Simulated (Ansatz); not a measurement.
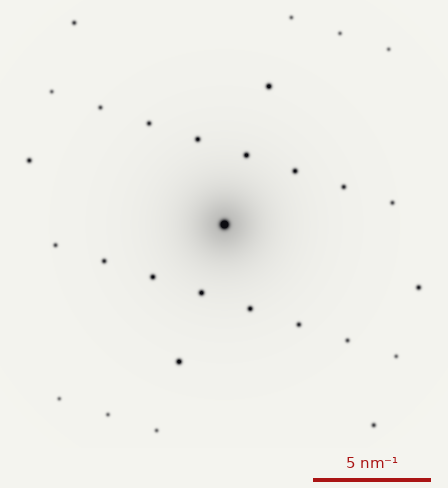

The pattern is a kinematic simulation for 100 kV electrons (no multiple scattering; isotropic B = 0.8 Å²).

It belongs to Bi, space group Pm-3n (No. 223), a = 6.427 Å. Structure: the input geometry of an electronic-structure calculation (not necessarily at equilibrium); the starting structure was generated, so it need not be a known form of this composition.

Q: Which low-index zone axis gives this pattern?

A: The spots form a rectangular net whose two shortest vectors correspond to d = 4.54 Å and 3.21 Å, 90.0° apart. They index as 1 -1 0 (itself too weak to see) and 0 0 2, so the zone axis is ±[110] (or an equivalent direction of <110>).

Q: Which reflections of this zone are missing, and why?

A: A glide plane extinguishes reflections such as 1 -1 -1, 1 -1 1, 2 -2 -1; a screw axis and a glide plane both extinguish reflections such as 0 0 1, 0 0 3, 0 0 5; reflections such as 1 -1 0, 2 -2 0, 1 -1 -4 are allowed but too weak to see at this display level.

Q: List the strongest reflections.

A: Strongest reflections with d > 1.12 Å, one of each family (|F|² from tabulated Gaussian fits of the electron scattering factors, times a small damping for the curvature of the Ewald sphere):

```
   hkl  d (Å)  I (strongest = 100)
 0 0 4  1.607                  100
 0 0 2  3.213                   82
1 -1 2  2.624                   62
4 -4 0  1.136                   41
2 -2 2  1.855                   34
3 -3 2  1.370                   17
```
